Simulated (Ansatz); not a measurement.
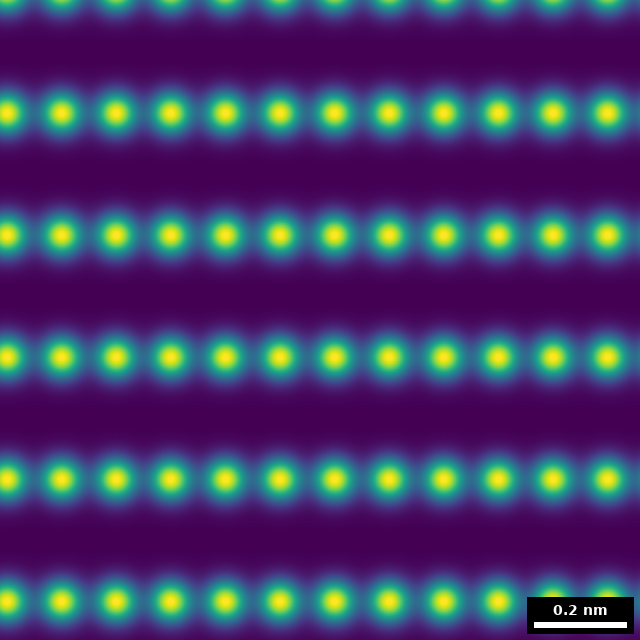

Z-contrast image of Ga (Pm-3m, No. 221). Simulation: incoherent imaging, intensity Z^1.7 per atom, probe width 0.74 Å, thin sample. The probe carries 15 % of its weight in a tail 2.5 times as wide. Atomic positions: the input geometry of an electronic-structure calculation (not necessarily at equilibrium); the starting structure was generated, so it need not be a known form of this composition.

```cif
data_structure
_symmetry_space_group_name_H-M 'Pm-3m'
_symmetry_Int_Tables_number 221
_cell_length_a 2.6706
_cell_length_b 2.6706
_cell_length_c 2.6706
_cell_angle_alpha 90.000
_cell_angle_beta 90.000
_cell_angle_gamma 90.000
_cell_volume 19.05
loop_
_atom_site_label
_atom_site_type_symbol
_atom_site_symmetry_multiplicity
_atom_site_Wyckoff_symbol
_atom_site_fract_x
_atom_site_fract_y
_atom_site_fract_z
_atom_site_occupancy
Ga1 Ga 1 a 0.00000 0.00000 0.00000 1
```

Question: Which beam direction gives this image, [001], [221], [210] or [110]? (Directions equivalent by symmetry count as one.)

Answer: [210]. The projected cells are 2.67 × 2.67 Å, 90° for [001]; 1.26 × 1.99 Å, 108° for [221]; 1.19 × 2.67 Å, 90° for [210]; 1.89 × 2.67 Å, 90° for [110], and the image repeats as the [210] one does.
